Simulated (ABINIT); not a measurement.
**Run report: P, phonon bands calculation (part 2 of 4)**

P (R-3m, 2 atoms in the cell); Kohn-Sham DFT of a periodic cell, LDA, HGH LDA, no spin polarisation (ABINIT 10.8.3); cutoff 489.81 eV, 6×6×6 k-mesh, fermi-dirac of 0.05 eV. The structure derives from a Materials Project entry.

Geometry of the input (Å; fractional positions):
```
1.7257  0.9963  3.1297
-1.7257  0.9963  3.1297
0.0000  -1.9927  3.1297
P  0.7729  0.7729  0.7729
P  0.2271  0.2271  0.2271
```

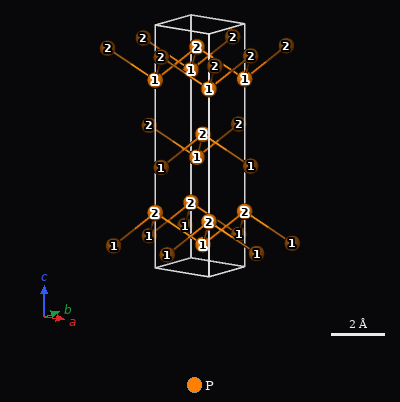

Figure 1. The structure (ball-and-stick view of the cell 3 times as large as that of the calculation, set on its symmetry axes, seen slightly off an axis; neighbours outside the cell are drawn fainter; atoms are numbered from 1 in the order of the input). An atom can appear more than once, as a periodic image.

## The program's output, continued
```
 Mean square residual over all n,k,spin=   55.571E-16; max=  99.046E-16
 reduced coordinates (array xred) for    2 atoms
       0.772919750000      0.772919750000      0.772919750000
       0.227080250000      0.227080250000      0.227080250000
 rms dE/dt=  6.9267E-03; max dE/dt=  6.9267E-03; dE/dt below (all hartree)
    1      -0.006926668241     -0.006926668241     -0.006926668241
    2       0.006926668241      0.006926668241      0.006926668241

 cartesian coordinates (angstrom) at end:
    1      0.00000000000000     0.00000000008180     7.25697447269283
    2      0.00000000000000     0.00000000002403     2.13206555726220

 cartesian forces (hartree/bohr) at end:
    1      0.00000000000000    -0.00000000000000     0.00117118522229
    2     -0.00000000000000     0.00000000000000    -0.00117118522229
 frms,max,avg= 6.7618410E-04 1.1711852E-03   0.000E+00  0.000E+00  0.000E+00 h/b

 cartesian forces (eV/Angstrom) at end:
    1      0.00000000000000    -0.00000000000000     0.06022476556856
    2     -0.00000000000000     0.00000000000000    -0.06022476556856
 frms,max,avg= 3.4770785E-02 6.0224766E-02   0.000E+00  0.000E+00  0.000E+00 e/A
 length scales=  1.000000000000  1.000000000000  1.000000000000 bohr
              =  0.529177210544  0.529177210544  0.529177210544 angstroms
 Fermi (or HOMO) energy (hartree) =   0.39161   Average Vxc (hartree)=  -0.38894
 Eigenvalues (hartree) for nkpt=  32  k points:
 kpt#   1, nband= 13, wtk=  0.00463, kpt=  0.0000  0.0000  0.0000 (reduced coord)
  -0.21576    0.25567    0.27509    0.28498    0.28498    0.43826    0.48669    0.48669
   0.60145    0.60145    0.64946    0.65125    0.65125
      occupation numbers for kpt#   1
   2.00000    2.00000    2.00000    2.00000    2.00000    0.00000    0.00000    0.00000
   0.00000    0.00000    0.00000    0.00000    0.00000
 prteigrs : prtvol=0 or 1, do not print more k-points.

--- !EnergyTerms
iteration_state     : {dtset: 1, }
comment             : Components of total free energy in Hartree
kinetic             :  5.15199030708390E+00
hartree             :  6.23768406450937E-01
xc                  : -3.37272983295591E+00
Ewald energy        : -1.46697452108581E+01
psp_core            : -2.31646938843964E-01
local_psp           : -3.46033728294122E+00
non_local_psp       :  2.70785811068442E+00
internal            : -1.32508424413799E+01
'-kT*entropy'       : -1.03036324546378E-04
total_energy        : -1.32509454777045E+01
total_energy_eV     : -3.60576595518251E+02
band_energy         :  1.24375326041335E+00
...

 Cartesian components of stress tensor (hartree/bohr^3)
  sigma(1 1)=  1.44961014E-04  sigma(3 2)=  1.03501363E-14
  sigma(2 2)=  1.44961014E-04  sigma(3 1)=  0.00000000E+00
  sigma(3 3)=  1.88703905E-04  sigma(2 1)=  0.00000000E+00

-Cartesian components of stress tensor (GPa)         [Pressure= -4.6939E+00 GPa]
- sigma(1 1)=  4.26490028E+00  sigma(3 2)=  3.04511523E-10
- sigma(2 2)=  4.26490028E+00  sigma(3 1)=  0.00000000E+00
- sigma(3 3)=  5.55186055E+00  sigma(2 1)=  0.00000000E+00

================================================================================
== DATASET  2 ==================================================================

--- !DatasetInfo
iteration_state: {dtset: 2, }
dimensions: {natom: 2, nkpt: 112, mband: 13, nsppol: 1, nspinor: 1, nspden: 1, mpw: 810, }
cutoff_energies: {ecut:  18.0, pawecutdg:  -1.0, }
electrons: {nelect:   1.00000000E+01, charge:   0.00000000E+00, occopt:   3.00000000E+00, tsmear:   1.83747000E-03, }
meta: {optdriver: 1, rfphon: 1, }
...

 mkfilename : getwfk/=0, take file _WFK from output of DATASET   1.

 Exchange-correlation functional for the present dataset will be:
  LDA: Perdew-Wang 92 LSD fit to Ceperley-Alder data - ixc=7
  J.P.Perdew and Y.Wang, PRB 45, 13244 (1992)

 Real(R)+Recip(G) space primitive vectors, cartesian coordinates (Bohr,Bohr^-1):
 R(1)=  3.2611480  1.8828246  5.9142381  G(1)=  0.1533202  0.0885195  0.0563612
 R(2)= -3.2611480  1.8828246  5.9142381  G(2)= -0.1533202  0.0885195  0.0563612
 R(3)=  0.0000000 -3.7656493  5.9142381  G(3)=  0.0000000 -0.1770390  0.0563612
 Unit cell volume ucvol=  2.1788655E+02 bohr^3
 Angles (23,13,12)=  5.54369395E+01  5.54369395E+01  5.54369395E+01 degrees
 setup1 : take into account q-point for computing boxcut.

 getcut: wavevector=  0.0000  0.0000  0.0000  ngfft=  30  30  30
         ecut(hartree)=     18.000   => boxcut(ratio)=   2.24297

 getcut : COMMENT -
  Note that boxcut > 2.2 ; recall that boxcut=Gcut(box)/Gcut(sphere) = 2
  is sufficient for exact treatment of convolution.
  Such a large boxcut is a waste : you could raise ecut
  e.g. ecut=   22.639081 Hartrees makes boxcut=2

--------------------------------------------------------------------------------

 ==>  initialize data related to q vector <==

 The list of irreducible perturbations for this q vector is:
    1)    idir= 1    ipert=   1

================================================================================

 The perturbation idir=   2  ipert=   1 is
 symmetric of a previously calculated perturbation.
 So, its SCF calculation is not needed.

 The perturbation idir=   3  ipert=   1 is
 symmetric of a previously calculated perturbation.
 So, its SCF calculation is not needed.

 The perturbation idir=   1  ipert=   2 is
 symmetric of a previously calculated perturbation.
 So, its SCF calculation is not needed.

 The perturbation idir=   2  ipert=   2 is
 symmetric of a previously calculated perturbation.
 So, its SCF calculation is not needed.

 The perturbation idir=   3  ipert=   2 is
 symmetric of a previously calculated perturbation.
 So, its SCF calculation is not needed.

--------------------------------------------------------------------------------
 Perturbation wavevector (in red.coord.)   0.000000  0.000000  0.000000
 Perturbation : displacement of atom   1   along direction   1
 Found     2 symmetries that leave the perturbation invariant.
 symkpt : the number of k-points, thanks to the symmetries,
 is reduced to    68 .

--------------------------------------------------------------------------------

--------------------------------------------------------------------------------

 dfpt_looppert : total number of electrons, from k and k+q
  fully or partially occupied states are    1.000000E+01 and    1.000000E+01.
 Initialisation of the first-order wave-functions :
  ireadwf=   0

--- !BeginCycle
iteration_state: {dtset: 2, }
solver: {iscf: 7, nstep: 80, nline: 4, wfoptalg: 0, }
tolerances: {tolvrs: 1.00E-08, }
...

     iter   2DEtotal(Ha)        deltaE(Ha) residm    vres2
-ETOT  1   34.300112510305     -1.199E+02 1.011E+00 6.048E+04
 ETOT  2   4.8997908964059     -2.940E+01 1.436E-01 1.731E+03
 ETOT  3   3.8404683155062     -1.059E+00 2.872E-03 7.649E+01
 ETOT  4   3.7981032758466     -4.237E-02 2.293E-02 4.286E+00
 ETOT  5   3.7957459215060     -2.357E-03 1.361E-04 2.401E-02
 ETOT  6   3.7957367977674     -9.124E-06 1.792E-05 6.069E-04
 ETOT  7   3.7957365668276     -2.309E-07 9.129E-06 1.697E-05
 ETOT  8   3.7957365619889     -4.839E-09 6.360E-06 3.362E-07
 ETOT  9   3.7957365618675     -1.214E-10 3.020E-06 3.922E-09

 At SCF step    9       vres2   =  3.92E-09 < tolvrs=  1.00E-08 =>converged.
================================================================================

 ----iterations are completed or convergence reached----

 Mean square residual over all n,k,spin=   50.717E-10; max=  30.199E-07

 2DEtotal=    0.3795736562E+01 Ha. Also 2DEtotal=    0.103287253673E+03 eV
    (2DErelax=   -1.5041441892E+02 Ha. 2DEnonrelax=    1.5421015548E+02 Ha)
    (  non-var. 2DEtotal :    3.7957383284E+00 Ha)

================================================================================

 ---- first-order wavefunction calculations are completed ----

 ==> Compute Derivative Database <==

  Dynamical matrix, in cartesian coordinates,
   if specified in the inputs, asr has been imposed
     j1       j2             matrix element
  dir pert dir pert     real part    imaginary part

   1    1   1    1         0.0480004025         0.0000000000
   1    1   1    2        -0.0480004025        -0.0000000000

   2    1   2    1         0.0480004025         0.0000000000
   2    1   2    2        -0.0480004025        -0.0000000000

   3    1   3    1         0.0890636808         0.0000000000
   3    1   3    2        -0.0890636808        -0.0000000000

   1    2   1    1        -0.0480004025         0.0000000000
   1    2   1    2         0.0480004025        -0.0000000000

   2    2   2    1        -0.0480004025         0.0000000000
   2    2   2    2         0.0480004025        -0.0000000000

   3    2   3    1        -0.0890636808         0.0000000000
   3    2   3    2         0.0890636808        -0.0000000000

  Phonon wavevector (reduced coordinates) :  0.00000  0.00000  0.00000
 Phonon energies in Hartree :
   0.000000E+00  0.000000E+00  0.000000E+00  1.303948E-03  1.303948E-03
   1.776185E-03
 Phonon frequencies in cm-1    :
   0.000000E+00  0.000000E+00  0.000000E+00  2.861836E+02  2.861836E+02
   3.898276E+02

================================================================================
== DATASET  3 ==================================================================

--- !DatasetInfo
iteration_state: {dtset: 3, }
dimensions: {natom: 2, nkpt: 216, mband: 13, nsppol: 1, nspinor: 1, nspden: 1, mpw: 810, }
cutoff_energies: {ecut:  18.0, pawecutdg:  -1.0, }
electrons: {nelect:   1.00000000E+01, charge:   0.00000000E+00, occopt:   3.00000000E+00, tsmear:   1.83747000E-03, }
meta: {optdriver: 1, rfphon: 1, }
...

 mkfilename : getwfk/=0, take file _WFK from output of DATASET   1.

 Exchange-correlation functional for the present dataset will be:
  LDA: Perdew-Wang 92 LSD fit to Ceperley-Alder data - ixc=7
  J.P.Perdew and Y.Wang, PRB 45, 13244 (1992)

 Real(R)+Recip(G) space primitive vectors, cartesian coordinates (Bohr,Bohr^-1):
 R(1)=  3.2611480  1.8828246  5.9142381  G(1)=  0.1533202  0.0885195  0.0563612
 R(2)= -3.2611480  1.8828246  5.9142381  G(2)= -0.1533202  0.0885195  0.0563612
 R(3)=  0.0000000 -3.7656493  5.9142381  G(3)=  0.0000000 -0.1770390  0.0563612
 Unit cell volume ucvol=  2.1788655E+02 bohr^3
 Angles (23,13,12)=  5.54369395E+01  5.54369395E+01  5.54369395E+01 degrees
 setup1 : take into account q-point for computing boxcut.

 getcut: wavevector=  0.5000  0.0000  0.0000  ngfft=  30  30  30
         ecut(hartree)=     18.000   => boxcut(ratio)=   2.16627
--------------------------------------------------------------------------------

 ==>  initialize data related to q vector <==

 The list of irreducible perturbations for this q vector is:
    1)    idir= 1    ipert=   1
    2)    idir= 2    ipert=   1

================================================================================

 The perturbation idir=   3  ipert=   1 is
 symmetric of a previously calculated perturbation.
 So, its SCF calculation is not needed.

 The perturbation idir=   1  ipert=   2 is
 symmetric of a previously calculated perturbation.
 So, its SCF calculation is not needed.

 The perturbation idir=   2  ipert=   2 is
 symmetric of a previously calculated perturbation.
 So, its SCF calculation is not needed.

 The perturbation idir=   3  ipert=   2 is
 symmetric of a previously calculated perturbation.
 So, its SCF calculation is not needed.

--------------------------------------------------------------------------------
 Perturbation wavevector (in red.coord.)   0.500000  0.000000  0.000000
 Perturbation : displacement of atom   1   along direction   1
 Found     2 symmetries that leave the perturbation invariant.
 symkpt : the number of k-points, thanks to the symmetries,
 is reduced to   126 .

--------------------------------------------------------------------------------

--------------------------------------------------------------------------------

 dfpt_looppert : total number of electrons, from k and k+q
  fully or partially occupied states are    1.000000E+01 and    1.000000E+01.
 Initialisation of the first-order wave-functions :
  ireadwf=   0

--- !BeginCycle
iteration_state: {dtset: 3, }
solver: {iscf: 7, nstep: 80, nline: 4, wfoptalg: 0, }
tolerances: {tolvrs: 1.00E-08, }
...

     iter   2DEtotal(Ha)        deltaE(Ha) residm    vres2
-ETOT  1   738.13041612918      5.483E+02 3.987E+02 3.811E+06
 ETOT  2   142.73919061583     -5.954E+02 9.726E+00 6.225E+05
 ETOT  3   5.4895865173793     -1.372E+02 2.553E+00 9.689E+03
 ETOT  4   3.6391618817752     -1.850E+00 3.663E+00 1.707E+02
 ETOT  5   3.6073851989628     -3.178E-02 1.454E+00 7.251E+00
 ETOT  6   3.6058770236160     -1.508E-03 3.286E+00 1.914E-01
 ETOT  7   3.6058349064474     -4.212E-05 1.224E+00 1.011E-03
 ETOT  8   3.6058346216885     -2.848E-07 3.039E+00 3.323E-05
 ETOT  9   3.6058346140033     -7.685E-09 1.126E+00 2.183E-07
 ETOT 10   3.6058346139548     -4.852E-11 2.852E+00 7.042E-09

 At SCF step   10       vres2   =  7.04E-09 < tolvrs=  1.00E-08 =>converged.
================================================================================

 ----iterations are completed or convergence reached----

 Mean square residual over all n,k,spin=   41.901E-04; max=  28.522E-01

 2DEtotal=    0.3605834614E+01 Ha. Also 2DEtotal=    0.981197584195E+02 eV
    (2DErelax=   -1.8623324971E+02 Ha. 2DEnonrelax=    1.8983908433E+02 Ha)
    (  non-var. 2DEtotal :    3.6058349720E+00 Ha)

--------------------------------------------------------------------------------
 Perturbation wavevector (in red.coord.)   0.500000  0.000000  0.000000
 Perturbation : displacement of atom   1   along direction   2
 The set of symmetries contains only one element for this perturbation.
 symkpt : not enough symmetry to change the number of k points.

--------------------------------------------------------------------------------

--------------------------------------------------------------------------------

 dfpt_looppert : total number of electrons, from k and k+q
  fully or partially occupied states are    1.000000E+01 and    1.000000E+01.
 Initialisation of the first-order wave-functions :
  ireadwf=   0

--- !BeginCycle
iteration_state: {dtset: 3, }
solver: {iscf: 7, nstep: 80, nline: 4, wfoptalg: 0, }
tolerances: {tolvrs: 1.00E-08, }
...

     iter   2DEtotal(Ha)        deltaE(Ha) residm    vres2
-ETOT  1   41.364966859331     -1.156E+02 5.997E+00 8.216E+04
 ETOT  2   4.4228148394225     -3.694E+01 1.989E+00 2.726E+03
 ETOT  3   3.3442152823320     -1.079E+00 4.816E+00 1.493E+02
 ETOT  4   3.3126518044493     -3.156E-02 1.483E+00 1.996E+01
 ETOT  5   3.3083212015079     -4.331E-03 3.569E+00 4.818E-02
 ETOT  6   3.3083038639747     -1.734E-05 1.037E+00 1.313E-03
 ETOT  7   3.3083033881028     -4.759E-07 2.769E+00 3.275E-04
 ETOT  8   3.3083033223830     -6.572E-08 6.905E-01 7.009E-06
 ETOT  9   3.3083033205525     -1.830E-09 2.361E+00 9.740E-08
 ETOT 10   3.3083033205352     -1.731E-11 5.488E-01 8.509E-10

 At SCF step   10       vres2   =  8.51E-10 < tolvrs=  1.00E-08 =>converged.
================================================================================

 ----iterations are completed or convergence reached----

 Mean square residual over all n,k,spin=   57.568E-05; max=  54.880E-02

 2DEtotal=    0.3308303321E+01 Ha. Also 2DEtotal=    0.900235194739E+02 eV
    (2DErelax=   -1.5367683832E+02 Ha. 2DEnonrelax=    1.5698514164E+02 Ha)
    (  non-var. 2DEtotal :    3.3083030076E+00 Ha)

================================================================================

 ---- first-order wavefunction calculations are completed ----

 ==> Compute Derivative Database <==

  Dynamical matrix, in cartesian coordinates,
   if specified in the inputs, asr has been imposed
     j1       j2             matrix element
  dir pert dir pert     real part    imaginary part

   1    1   1    1         0.0893100464        -0.0000000412
   1    1   2    1         0.0129312515        -0.0000000238
   1    1   3    1        -0.0002601135        -0.0000001530
   1    1   1    2        -0.0062708482        -0.0000000000
   1    1   2    2        -0.0198715643         0.0000000000
   1    1   3    2         0.0253588830        -0.0000000200

   2    1   1    1         0.0129312515        -0.0000000238
   2    1   2    1         0.0743783233        -0.0000000137
   2    1   3    1        -0.0001501766        -0.0000000883
   2    1   1    2        -0.0198715643         0.0000000000
   2    1   2    2         0.0166748578        -0.0000000000
   2    1   3    2         0.0146409579        -0.0000000116

   3    1   1    1        -0.0002601369         0.0000001682
   3    1   2    1        -0.0001501901         0.0000000971
   3    1   3    1         0.0642377146         0.0000000111
   3    1   1    2         0.0253588830         0.0000000200
   3    1   2    2         0.0146409579         0.0000000116
   3    1   3    2         0.0166689823        -0.0000000000

   1    2   1    1        -0.0062708482        -0.0000000000
   1    2   2    1        -0.0198715643         0.0000000000
   1    2   3    1         0.0253588830        -0.0000000200
   1    2   1    2         0.0893100464        -0.0000000412
   1    2   2    2         0.0129312515        -0.0000000238
   1    2   3    2        -0.0002601135        -0.0000001530
```
